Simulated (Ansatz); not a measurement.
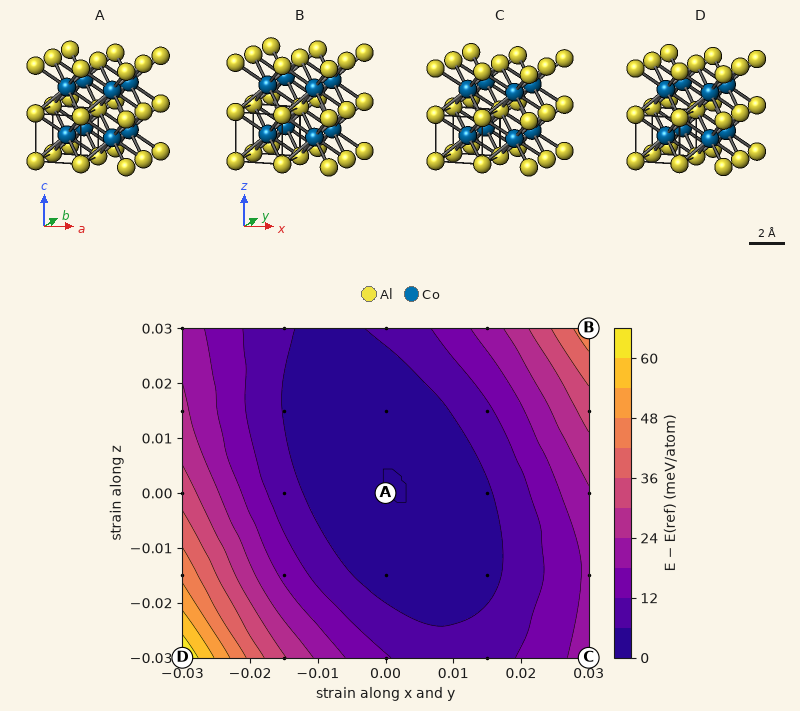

Energy scan for a crystal of AlCo (Pm-3m), in which the cell is strained equally along x and y and separately along z, with the atoms kept at their fractional coordinates. x, y and z are the Cartesian axes of the input. The map is interpolated between the computed points (dots). The lettered frames are marked on it. The picture is a ball-and-stick view of the cell of the calculation, repeated 2 × 2 × 2 with one cell outlined, seen slightly off an axis.

All numbers below come from DFT PBEsol, scalar-relativistic, plane waves, PAW (Ansatz). Set-up: plane-wave cutoff 420 eV; k-point mesh 16 × 16 × 16; occupations gaussian; smearing width 0.15 eV; no spin polarisation. Energies (free energies at the smearing named) are counted from the cell as listed in its source, which wasn't relaxed.

**Describe the energy landscape.**

In pairs of (strain along x and y; strain along z): the lowest computed point lies at (0.000, 0.000) (0.0 meV/atom), the highest at (−0.030, −0.030) (65.7 meV/atom). The valley is tilted: raising the in-plane strain is made harder by raising the strain along z (cross term 0.52 of the geometric mean of the two curvatures). Over the ranges scanned the energy rises more along the first axis, the in-plane strain. The pressure runs from −13.7 GPa at (0.030, 0.030) to 22.5 GPa at (−0.030, −0.030). The frames lie at A (0.000, 0.000): 0.0 meV/atom, B (0.030, 0.030): 45.9 meV/atom, C (0.030, −0.030): 20.4 meV/atom, D (−0.030, −0.030): 65.7 meV/atom.
